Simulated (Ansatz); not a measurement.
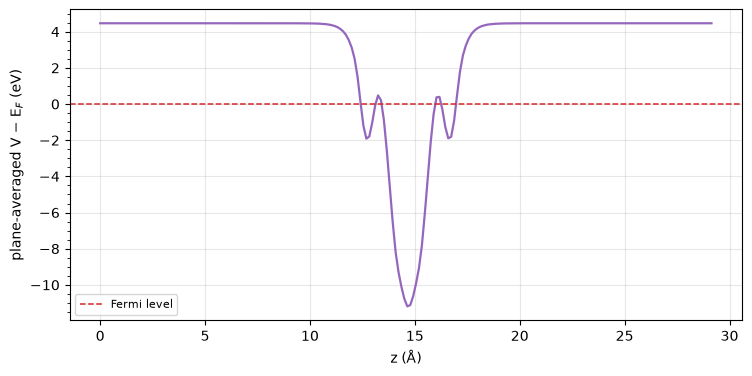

The picture shows: Te2Pt. Plane average of the electrostatic potential (local pseudopotential plus Hartree) felt by an electron across the slab.

Level of theory: DFT PBEsol, scalar-relativistic, plane waves, PAW in Ansatz.

```xyz
3
Lattice="4.0260 0.0000 0.0000 -2.0130 3.4866 0.0000 0.0000 0.0000 29.2800" Properties=species:S:1:pos:R:3 pbc="T T T"
Te    2.0130    1.1622    8.9884
Pt    0.0000    0.0000   10.3701
Te    0.0000    2.3244   11.7515
```

Question: How far above the Fermi level of the calculation is the vacuum level?

Answer: 4.5 eV. The slab has a gap, so the Fermi level lies inside it and this isn't a work function in the metallic sense.

Question: What are the slab's thickness and the vacuum gap?

Answer: The outermost nuclei are 2.8 Å apart, in 3 atomic planes; the vacuum between periodic images is 26.5 Å wide.
